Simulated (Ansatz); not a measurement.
# BAs (interface cell): what the fields show

```xyz
12
Lattice="3.3714 0.0000 0.0000 -1.6857 2.9197 0.0000 0.0000 0.0000 16.6198" Properties=species:S:1:pos:R:3 pbc="T T T"
B     0.0000    0.0000   16.4411
As    1.6857    0.9732    3.2859
As    0.0000    1.9465    0.5410
B     0.0000    1.9465    2.6106
B     1.6857    0.9732    5.3723
As    0.0000    0.0000    6.0245
As    0.0000    0.0000    8.5178
B     1.6857    0.9732   11.9317
B     0.0000    1.9465    9.1700
As    0.0000    1.9465   11.2564
As    1.6857    0.9732   14.0013
B     0.0000    0.0000   14.7210
```

Level of theory: DFT PBEsol, scalar-relativistic, plane waves, PAW (Ansatz 0.2.0).

Core electrons are frozen (PAW), and the valence fields are smoothed inside the atomic spheres.

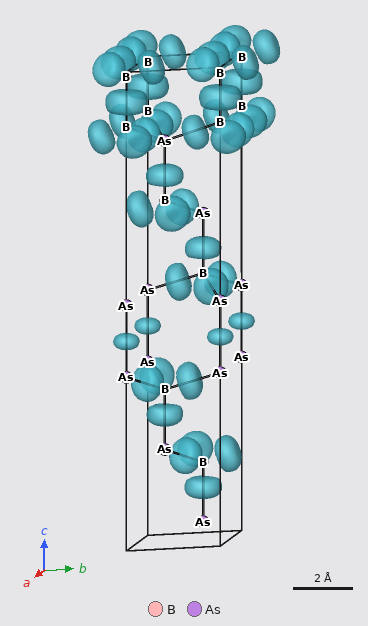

Figure 1. Isosurface of the electron localisation function at 0.7 (cyan), seen slightly off an axis. Core shells and regions of very low density are left out. Sticks mark near contacts.

> Describe the localisation domains.

The ELF exceeds this value in one region between bonded As–As atoms, 22 regions between bonded As–B atoms and one region between bonded B–B atoms, counted in one cell of 12 atoms. Any copies at cell faces, edges or corners count once. Along the contacts the grid gives the following. B–B (1.72 Å): the ELF peaks at about 0.95 between the atoms. B–As (2.05 Å): the ELF peaks at about 0.90 between the atoms.

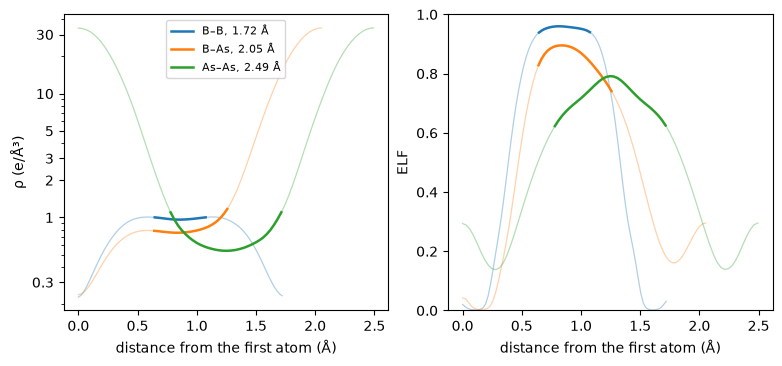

Figure 2. Valence pseudo-density and electron localisation function along straight lines between neighbouring atoms. Thin, pale parts lie inside the atomic spheres.

> What can be read from the curves?

B–B (1.72 Å): the density is about 0.96 e/Å³ at the midpoint; the ELF peaks at about 0.95 between the atoms.
B–As (2.05 Å): the density is about 0.8 e/Å³ at the midpoint; the ELF peaks at about 0.90 between the atoms.
As–As (2.49 Å): ρ is about 0.54 e/Å³ halfway; the ELF peaks at about 0.80 between the atoms.

> Does the calculation give a band gap?

It is gapless in this calculation (a metal or semimetal).
